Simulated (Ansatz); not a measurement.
**Geometry relaxation, with input and output: HfO₂ (part 3 of 3)**

The same run, continued: HfO₂ (12 atoms in the cell); DFT PBE+D3(BJ), scalar-relativistic, plane waves, PAW, no spin polarisation (Ansatz 0.2.0); cutoff 420 eV, 6×6×6 k-mesh, Gaussian smearing of 0.02 eV. The structure derives from an entry of the Crystallography Open Database.

Geometry of the input (Å; fractional positions):
```
5.1180  0.0000  0.0000
0.0000  5.1857  0.0000
-0.8587  0.0000  5.2139
Hf 0.2755  0.0397  0.2080
Hf 0.7245  0.5397  0.2920
Hf 0.7245  0.9603  0.7920
Hf 0.2755  0.4603  0.7080
O  0.4487  0.7581  0.4801
O  0.5513  0.2581  0.0199
O  0.5513  0.2419  0.5199
O  0.4487  0.7419  0.9801
O  0.0742  0.3316  0.3467
O  0.9258  0.8316  0.1533
O  0.9258  0.6684  0.6533
O  0.0742  0.1684  0.8467
```

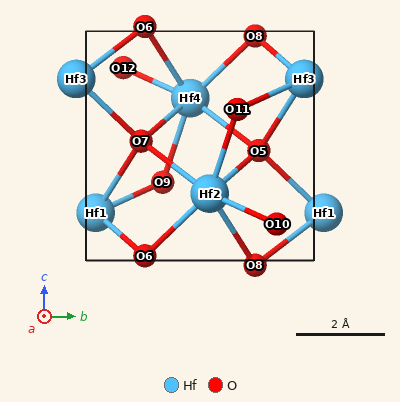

Figure 1. The geometry at step 6 of the log (ball-and-stick view of the cell of the calculation, along the a axis; atoms are numbered from 1 in the order of the input).

### Output, continued
```
  k-point 2: bands = ["-46.3850", "-46.3750", "-46.3679", "-46.3679", "-15.4022", "-15.3708", "-15.3426", "-15.2798", "-15.2478", "-15.1327", "-15.0905", "-15.0871", "-15.0498", "-15.0222", "-15.0117", "-14.9984", "-3.6685", "-2.8702", "-2.6633", "-2.5760", "-2.2104", "-2.1055", "-2.0928", "-1.9486", "3.7218", "3.7259", "3.7378", "3.7391", "3.7397", "3.7463", "3.7491", "3.7522", "3.7562", "3.7571", "3.7585", "3.7616", "3.7632", "3.7633", "3.7677", "3.7694", "3.7721", "3.7773", "3.7773", "3.7782", "3.7891", "3.7926", "3.8021", "3.8061", "3.8135", "3.8204", "3.8271", "3.8439", "8.8849", "9.2031", "9.4632", "9.6877", "10.0187", "10.1822", "10.1890", "10.4610", "10.5939", "11.2003", "11.4048", "11.4772", "11.6560", "11.7497", "12.0011", "12.1976", "12.4504", "12.5954", "12.6656", "12.9640", "13.2253", "13.4164", "13.4895", "13.6875", "18.6269", "18.8426", "19.1234", "19.4001", "19.9541", "20.0812", "20.5516", "20.6544", "20.8162", "20.9137", "21.1759", "21.4332", "21.7958", "22.0828", "22.3530", "22.7559"]
  k-point 79: bands = ["-46.3767", "-46.3767", "-46.3711", "-46.3711", "-15.4467", "-15.4467", "-15.4185", "-15.4185", "-15.1008", "-15.1008", "-15.0391", "-15.0391", "-15.0354", "-15.0354", "-14.9749", "-14.9749", "-3.1958", "-3.1958", "-2.8782", "-2.8782", "-2.0178", "-2.0178", "-1.9749", "-1.9749", "3.7314", "3.7314", "3.7378", "3.7378", "3.7461", "3.7461", "3.7466", "3.7466", "3.7622", "3.7622", "3.7624", "3.7624", "3.7656", "3.7656", "3.7705", "3.7705", "3.7730", "3.7730", "3.7735", "3.7735", "3.7846", "3.7846", "3.7979", "3.7979", "3.8126", "3.8126", "3.8284", "3.8284", "9.5168", "9.5168", "9.7465", "9.7465", "10.1013", "10.1013", "10.4487", "10.4487", "11.1761", "11.1761", "11.2577", "11.2577", "11.6925", "11.6925", "11.7214", "11.7214", "12.4285", "12.4285", "12.8086", "12.8086", "12.9351", "12.9351", "13.2713", "13.2713", "18.5697", "18.5697", "19.2568", "19.2568", "19.6399", "19.6399", "20.0795", "20.0795", "20.9864", "20.9864", "21.0156", "21.0156", "22.1879", "22.1879", "23.0150", "23.0150"]
--- Relaxed structure (8 steps of the walk, 8 accepted, 2 SCFs on fresh bases) ---
  F+E_penalty+E_count = -67449.38273562 eV   max|allowed force component| = 7.115e-4 eV/Å   (the final SCF, on the basis selected at the relaxed cell)
  cell:  # Å, volume = 139.5433 Å³
    - [5.126089837315771, 2.636604465610409e-18, -0.007916140592564272]
    - [2.67148100377411e-18, 5.202181036699523, -6.2875165083256075e-18]
    - [-0.8680816779329646, -6.7640217474910465e-18, 5.234178297214351]
  atoms:
    - { symbol: Hf, position: [0.27654416922730773, 0.042441973373182375, 0.20820975983462486] }
    - { symbol: Hf, position: [0.723455830772692, 0.5424419733731823, 0.2917902401653751] }
    - { symbol: Hf, position: [0.7234558307726922, 0.9575580266268175, 0.7917902401653748] }
    - { symbol: Hf, position: [0.2765441692273079, 0.45755802662681755, 0.7082097598346251] }
    - { symbol: O, position: [0.44710796616615467, 0.7580818340586447, 0.4791663763955296] }
    - { symbol: O, position: [0.5528920338338453, 0.2580818340586447, 0.020833623604470386] }
    - { symbol: O, position: [0.5528920338338454, 0.24191816594135526, 0.5208336236044704] }
    - { symbol: O, position: [0.44710796616615467, 0.7419181659413552, 0.9791663763955294] }
    - { symbol: O, position: [0.07075138405190584, 0.3358219385646176, 0.3418689554765571] }
    - { symbol: O, position: [0.9292486159480943, 0.8358219385646177, 0.15813104452344282] }
    - { symbol: O, position: [0.9292486159480943, 0.6641780614353823, 0.6581310445234427] }
    - { symbol: O, position: [0.07075138405190586, 0.16417806143538233, 0.8418689554765572] }
```

### Trajectory as extended XYZ (Å, eV, eV/Å), 10 frames, from step=1 to step=10
```
12
Lattice="5.1180 0.0000 0.0000 0.0000 5.1857 0.0000 -0.8587 0.0000 5.2139" Properties=species:S:1:pos:R:3:forces:R:3 step=1 energy=-67449.34083 pressure_GPa=2.59
Hf    1.2314    0.2059    1.0845    0.2028  -0.0016   0.0904
Hf    3.4573    2.7987    1.5225   -0.2028  -0.0016  -0.0904
Hf    3.0279    4.9798    4.1294   -0.2028   0.0016  -0.0904
Hf    0.8021    2.3870    3.6914    0.2028   0.0016   0.0904
O     1.8842    3.9313    2.5032   -0.1565  -0.0292  -0.0748
O     2.8045    1.3384    0.1038    0.1565  -0.0292   0.0748
O     2.3751    1.2544    2.7107    0.1565   0.0292   0.0748
O     1.4549    3.8473    5.1101   -0.1565   0.0292  -0.0748
O     0.0821    1.7196    1.8076   -0.4174   0.1815  -0.1644
O     4.6066    4.3124    0.7993    0.4174   0.1815   0.1644
O     4.1773    3.4661    3.4062    0.4174  -0.1815   0.1644
O    -0.3473    0.8733    4.4146   -0.4174  -0.1815  -0.1644
12
Lattice="5.1512 0.0000 -0.0041 0.0000 5.1778 0.0000 -0.8684 0.0000 5.2417" Properties=species:S:1:pos:R:3:forces:R:3 step=2 energy=-67449.35231 pressure_GPa=-0.64
Hf    1.2483    0.2315    1.0904   -0.1984  -0.0670  -0.0524
Hf    3.4687    2.8204    1.5264    0.1984  -0.0670   0.0524
Hf    3.0345    4.9463    4.1472    0.1984   0.0670   0.0524
Hf    0.8141    2.3574    3.7112   -0.1984   0.0670  -0.0524
O     1.8697    3.9232    2.5071    0.2083  -0.0108   0.0375
O     2.8474    1.3343    0.1096   -0.2083  -0.0108  -0.0375
O     2.4132    1.2546    2.7305   -0.2083   0.0108  -0.0375
O     1.4355    3.8435    5.1280    0.2083   0.0108   0.0375
O     0.0544    1.7333    1.8075    0.1790  -0.1312  -0.0452
O     4.6626    4.3222    0.8092   -0.1790  -0.1312   0.0452
O     4.2285    3.4445    3.4301   -0.1790   0.1312   0.0452
O    -0.3798    0.8556    4.4284    0.1790   0.1312  -0.0452
12
Lattice="5.1299 0.0000 -0.0121 0.0000 5.1959 0.0000 -0.8730 0.0000 5.2423" Properties=species:S:1:pos:R:3:forces:R:3 step=3 energy=-67449.37361 pressure_GPa=-0.15
Hf    1.2379    0.2214    1.0866   -0.0206  -0.0141   0.0190
Hf    3.4556    2.8193    1.5225    0.0206  -0.0141  -0.0190
Hf    3.0191    4.9745    4.1437    0.0206   0.0141  -0.0190
Hf    0.8014    2.3766    3.7078   -0.0206   0.0141   0.0190
O     1.8696    3.9366    2.5051    0.0464   0.0131  -0.0040
O     2.8238    1.3386    0.1040   -0.0464   0.0131   0.0040
O     2.3873    1.2593    2.7252   -0.0464  -0.0131   0.0040
O     1.4331    3.8573    5.1262    0.0464  -0.0131  -0.0040
O     0.0602    1.7306    1.8063   -0.0528   0.0229  -0.0341
O     4.6333    4.3285    0.8028    0.0528   0.0229   0.0341
O     4.1968    3.4653    3.4239    0.0528  -0.0229   0.0341
O    -0.3763    0.8674    4.4275   -0.0528  -0.0229  -0.0341
12
Lattice="5.1267 0.0000 -0.0130 0.0000 5.2009 0.0000 -0.8733 0.0000 5.2367" Properties=species:S:1:pos:R:3:forces:R:3 step=4 energy=-67449.37451 pressure_GPa=-0.01
Hf    1.2355    0.2228    1.0921   -0.0173  -0.0046  -0.0825
Hf    3.4546    2.8232    1.5133    0.0173  -0.0046   0.0825
Hf    3.0179    4.9781    4.1317    0.0173   0.0046   0.0825
Hf    0.7988    2.3776    3.7104   -0.0173   0.0046  -0.0825
O     1.8786    3.9430    2.5016   -0.0242  -0.0277   0.0002
O     2.8114    1.3426    0.1038    0.0242  -0.0277  -0.0002
O     2.3748    1.2578    2.7222    0.0242   0.0277  -0.0002
O     1.4420    3.8583    5.1199   -0.0242   0.0277   0.0002
O     0.0581    1.7417    1.7900    0.0272   0.0096   0.0366
O     4.6320    4.3422    0.8154   -0.0272   0.0096  -0.0366
O     4.1953    3.4591    3.4337   -0.0272  -0.0096  -0.0366
O    -0.3786    0.8587    4.4084    0.0272  -0.0096   0.0366
12
Lattice="5.1266 0.0000 -0.0063 0.0000 5.2065 0.0000 -0.8666 0.0000 5.2231" Properties=species:S:1:pos:R:3:forces:R:3 step=5 energy=-67449.37614 pressure_GPa=-0.11
Hf    1.2389    0.2198    1.0839   -0.0401   0.0065  -0.0041
Hf    3.4544    2.8230    1.5213    0.0401   0.0065   0.0041
Hf    3.0211    4.9867    4.1329    0.0401  -0.0065   0.0041
Hf    0.8056    2.3834    3.6954   -0.0401  -0.0065  -0.0041
O     1.8756    3.9493    2.5086   -0.0043  -0.0030  -0.0274
O     2.8177    1.3460    0.0966    0.0043  -0.0030   0.0274
O     2.3844    1.2572    2.7081    0.0043   0.0030   0.0274
O     1.4423    3.8604    5.1202   -0.0043   0.0030  -0.0274
O     0.0743    1.7617    1.7703    0.0016   0.0112   0.0237
O     4.6190    4.3650    0.8349   -0.0016   0.0112  -0.0237
O     4.1858    3.4447    3.4465   -0.0016  -0.0112  -0.0237
O    -0.3590    0.8415    4.3818    0.0016  -0.0112   0.0237
12
Lattice="5.1250 0.0000 -0.0087 0.0000 5.2020 0.0000 -0.8686 0.0000 5.2316" Properties=species:S:1:pos:R:3:forces:R:3 step=6 energy=-67449.37677 pressure_GPa=0.09
Hf    1.2359    0.2214    1.0868    0.0350  -0.0085   0.0030
Hf    3.4548    2.8224    1.5204   -0.0350  -0.0085  -0.0030
Hf    3.0205    4.9806    4.1362   -0.0350   0.0085  -0.0030
Hf    0.8015    2.3796    3.7026    0.0350   0.0085   0.0030
O     1.8745    3.9441    2.5044    0.0029  -0.0029  -0.0043
O     2.8161    1.3431    0.1028   -0.0029  -0.0029   0.0043
O     2.3818    1.2579    2.7186   -0.0029   0.0029   0.0043
O     1.4402    3.8589    5.1202    0.0029   0.0029  -0.0043
O     0.0668    1.7502    1.7848    0.0065  -0.0034   0.0032
O     4.6238    4.3512    0.8224   -0.0065  -0.0034  -0.0032
O     4.1895    3.4518    3.4382   -0.0065   0.0034  -0.0032
O    -0.3675    0.8508    4.4006    0.0065   0.0034   0.0032
12
Lattice="5.1256 0.0000 -0.0074 0.0000 5.2021 0.0000 -0.8675 0.0000 5.2327" Properties=species:S:1:pos:R:3:forces:R:3 step=7 energy=-67449.37660 pressure_GPa=-0.00
Hf    1.2369    0.2207    1.0874   -0.0012   0.0012  -0.0003
Hf    3.4550    2.8217    1.5215    0.0012   0.0012   0.0003
Hf    3.0212    4.9815    4.1379    0.0012  -0.0012   0.0003
Hf    0.8031    2.3804    3.7038   -0.0012  -0.0012  -0.0003
O     1.8759    3.9438    2.5043    0.0001   0.0004   0.0005
O     2.8160    1.3427    0.1046   -0.0001   0.0004  -0.0005
O     2.3823    1.2584    2.7210   -0.0001  -0.0004  -0.0005
O     1.4421    3.8594    5.1207    0.0001  -0.0004   0.0005
O     0.0669    1.7484    1.7872    0.0000  -0.0004   0.0001
O     4.6249    4.3494    0.8218    0.0000  -0.0004  -0.0001
O     4.1912    3.4538    3.4381    0.0000   0.0004  -0.0001
O    -0.3668    0.8527    4.4036    0.0000   0.0004   0.0001
12
Lattice="5.1256 0.0000 -0.0074 0.0000 5.2021 0.0000 -0.8675 0.0000 5.2327" Properties=species:S:1:pos:R:3:forces:R:3 step=8 energy=-67449.38275 pressure_GPa=0.07
Hf    1.2369    0.2207    1.0874   -0.0005   0.0010  -0.0005
Hf    3.4550    2.8217    1.5215    0.0005   0.0010   0.0005
Hf    3.0212    4.9815    4.1379    0.0005  -0.0010   0.0005
Hf    0.8031    2.3804    3.7038   -0.0005  -0.0010  -0.0005
O     1.8759    3.9438    2.5043    0.0001   0.0002   0.0007
O     2.8160    1.3427    0.1046   -0.0001   0.0002  -0.0007
O     2.3823    1.2584    2.7210   -0.0001  -0.0002  -0.0007
O     1.4421    3.8594    5.1207    0.0001  -0.0002   0.0007
O     0.0669    1.7484    1.7872    0.0000  -0.0004   0.0003
O     4.6249    4.3494    0.8218    0.0000  -0.0004  -0.0003
O     4.1912    3.4538    3.4381    0.0000   0.0004  -0.0003
O    -0.3668    0.8527    4.4036    0.0000   0.0004   0.0003
12
Lattice="5.1261 0.0000 -0.0079 0.0000 5.2022 0.0000 -0.8681 0.0000 5.2342" Properties=species:S:1:pos:R:3:forces:R:3 step=9 energy=-67449.38252 pressure_GPa=0.01
Hf    1.2368    0.2208    1.0876    0.0000   0.0005  -0.0007
Hf    3.4552    2.8219    1.5216    0.0000   0.0005   0.0007
Hf    3.0212    4.9814    4.1386    0.0000  -0.0005   0.0007
Hf    0.8028    2.3803    3.7047    0.0000  -0.0005  -0.0007
O     1.8760    3.9437    2.5045    0.0005   0.0002   0.0002
O     2.8161    1.3426    0.1047   -0.0005   0.0002  -0.0002
O     2.3820    1.2585    2.7218   -0.0005  -0.0002  -0.0002
O     1.4419    3.8596    5.1216    0.0005  -0.0002   0.0002
O     0.0659    1.7470    1.7888   -0.0002   0.0000   0.0003
O     4.6261    4.3481    0.8203    0.0002   0.0000  -0.0003
O     4.1921    3.4552    3.4374    0.0002   0.0000  -0.0003
O    -0.3681    0.8541    4.4059   -0.0002   0.0000   0.0003
12
Lattice="5.1261 0.0000 -0.0079 0.0000 5.2022 0.0000 -0.8681 0.0000 5.2342" Properties=species:S:1:pos:R:3:forces:R:3 step=10 energy=-67449.38274 pressure_GPa=0.01
Hf    1.2368    0.2208    1.0876    0.0000   0.0006  -0.0007
Hf    3.4552    2.8219    1.5216    0.0000   0.0006   0.0007
Hf    3.0212    4.9814    4.1386    0.0000  -0.0006   0.0007
Hf    0.8028    2.3803    3.7047    0.0000  -0.0006  -0.0007
O     1.8760    3.9437    2.5045    0.0005   0.0002   0.0002
O     2.8161    1.3426    0.1047   -0.0005   0.0002  -0.0002
O     2.3820    1.2585    2.7218   -0.0005  -0.0002  -0.0002
O     1.4419    3.8596    5.1216    0.0005  -0.0002   0.0002
O     0.0659    1.7470    1.7888   -0.0002   0.0000   0.0003
O     4.6261    4.3481    0.8203    0.0002   0.0000  -0.0003
O     4.1921    3.4552    3.4374    0.0002   0.0000  -0.0003
O    -0.3681    0.8541    4.4059   -0.0002   0.0000   0.0003
```

### Summary

- outcome: converged
- space group (tolerance 0.01 Å): P2₁/c (14)
- electrons treated: 152
- free energy: −67449.3827 eV
- Fermi energy: 16.021 eV
- gap on the k-point mesh: 4.04 eV
- pressure: 0.01 GPa
- final volume: 139.54 Å³
- largest force (length of the vector) at the end: 0.001 eV/Å
- final cell: a = 5.126 Å, b = 5.202 Å, c = 5.306 Å, α = 90.00°, β = 99.51°, γ = 90.00°
- wall time: 2.6 min (CPU time 9.8 min)
- peak memory: 1.2 GiB

### Notes

Spin–orbit coupling is left out, which matters for Hf.
